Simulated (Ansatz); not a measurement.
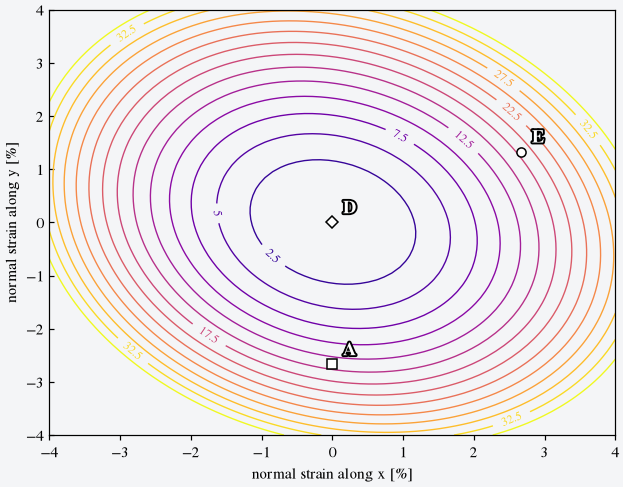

HfO₂ (Fm-3m, No. 225; 3 atoms in the cell). 
- The energy is mapped over two homogeneous strains (x, y and z along the cube axes).
- Coordinates scanned: (1) normal strain along x; (2) normal strain along y.
- Nothing is relaxed (symmetry fixes all fractional coordinates).
- The grid has 7 × 7 points; 28 points were computed and 21 follow by symmetry.
- All energies are given in meV/atom relative to the lowest grid point.
- Level of theory: Ansatz 0.2.0, DFT PBE, scalar-relativistic, plane waves, PAW. Settings: cutoff 520 eV, k-mesh 8×8×8, gaussian smearing 0.05 eV, no spin polarisation.

Drawn: contour lines labelled in meV/atom (none above 35), lettered points. Between grid points the surface is interpolated.

**Which space group has the cell at each letter?**

A: I4/mmm; D: Fm-3m; E: Fmmm.

**What kind of point is each of A, D, E: minimum, saddle, maximum or slope?**

A: on a slope; D: minimum; E: on a slope. (In these two coordinates alone; a stationary point may lie a little off the grid point.)

PAW datasets: the set soft_1.
